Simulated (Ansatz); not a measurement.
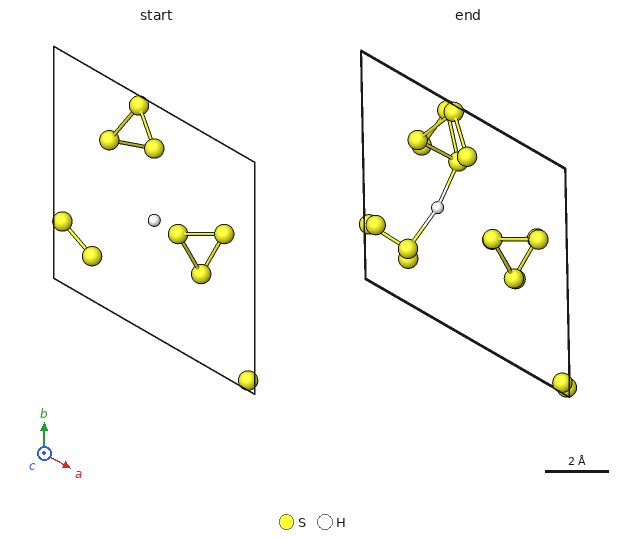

The structure of a crystal of HS$_{18}$ (set up in C2) (coarse preliminary run) before (left) and after (right) a relaxation, at one scale.

The picture is a ball-and-stick view of the cell of the calculation (origin shifted), seen along the c axis.

Case: 1 H put on empty site 1 of 2 host cells, relaxed.

Theory: Ansatz 0.2.0, DFT PBE+D3(BJ), scalar-relativistic, plane waves, PAW. Settings: plane-wave cutoff 420 eV; k-point mesh 3 × 3 × 2; occupations gaussian; smearing width 0.1 eV; no spin polarisation; cell and atoms relaxed; force threshold 0.0325 eV/Å; at most 70 steps.

Summarise the run.

Over 12 accepted moves (13 points after the start) the energy falls by 48.2 meV per atom. Largest force component: 0.43 eV/Å at the start, 0.02 eV/Å at the end. Pressure: 0.15 GPa at the start and −0.02 GPa at the end. At 1 point the geometry stayed and the basis and grid were re-selected for the new cell (energy shift of less than 0.05 meV per atom at most each time). The H atom moves most relative to the cell: 1.04 Å along −a. By element the largest moves are H 1.04 Å, S 0.37 Å. The volume changes by +0.7 %, with a 7.464 → 7.588 Å (+1.7 %), b 7.464 → 7.338 Å (−1.7 %), c 8.759 → 8.927 Å (+1.9 %), α 90.0° → 90.4°, γ 120.0° → 121.1°. Among the contacts that change: H–S 2.331 → 1.637 Å, S–S 2.071 → 2.452 Å, S–S 2.071 → 1.990 Å, S–S 2.071 → 2.103 Å. New bonds form: H–S (2.33 → 1.64 Å). Bond angles that change, for instance: S–S–S 104.2° → 100.4°, S–S–S 104.2° → 101.5°, S–S–S 104.2° → 106.9°. The space group stays C2 (No. 5). The run took 3.5 min on 2 threads of Arm Neoverse V1, with other jobs on the host, peak memory 0.73 GiB.
